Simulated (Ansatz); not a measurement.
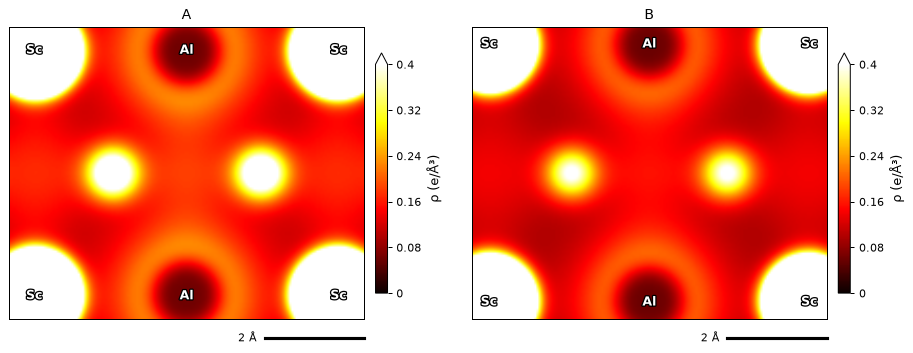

Sc$_{3}$Al. The valence charge density (pseudo) of two cells that differ in size, on the (100) plane of each (indices in the axes of the calculation cell), at one length scale and on one colour scale: B has 23.1 Å³ an atom and A 19.8.

Space group P6₃/mmc; a structure from a database of computed crystals, not necessarily the ambient phase; spin-polarised.

Theory: Ansatz, DFT r2SCAN, scalar-relativistic, plane waves, PAW.

The larger cell:

```cif
data_structure
_symmetry_space_group_name_H-M 'P 1'
_symmetry_Int_Tables_number 1
_cell_length_a 6.4246
_cell_length_b 6.4246
_cell_length_c 5.1745
_cell_angle_alpha 90.000
_cell_angle_beta 90.000
_cell_angle_gamma 120.000
_cell_volume 184.96
loop_
_atom_site_label
_atom_site_type_symbol
_atom_site_fract_x
_atom_site_fract_y
_atom_site_fract_z
_atom_site_occupancy
Sc1 Sc 0.82870 0.17130 0.75000 1
Sc2 Sc 0.34261 0.17130 0.75000 1
Sc3 Sc 0.82870 0.65739 0.75000 1
Sc4 Sc 0.17130 0.82870 0.25000 1
Sc5 Sc 0.65739 0.82870 0.25000 1
Sc6 Sc 0.17130 0.34261 0.25000 1
Al1 Al 0.66667 0.33333 0.25000 1
Al2 Al 0.33333 0.66667 0.75000 1
```

The smaller cell: a = 6.102 Å, b = 6.102 Å, c = 4.925 Å, α = 90.00°, β = 90.00°, γ = 120.00°.

> What does the compression do to the bonding and the properties?

From the larger cell to the smaller, Sc–Al goes from 3.21 to 3.05 Å, and the density at its midpoint from 0.14 to 0.17 e/Å³; the pressure goes from −3.6 to 8 GPa.
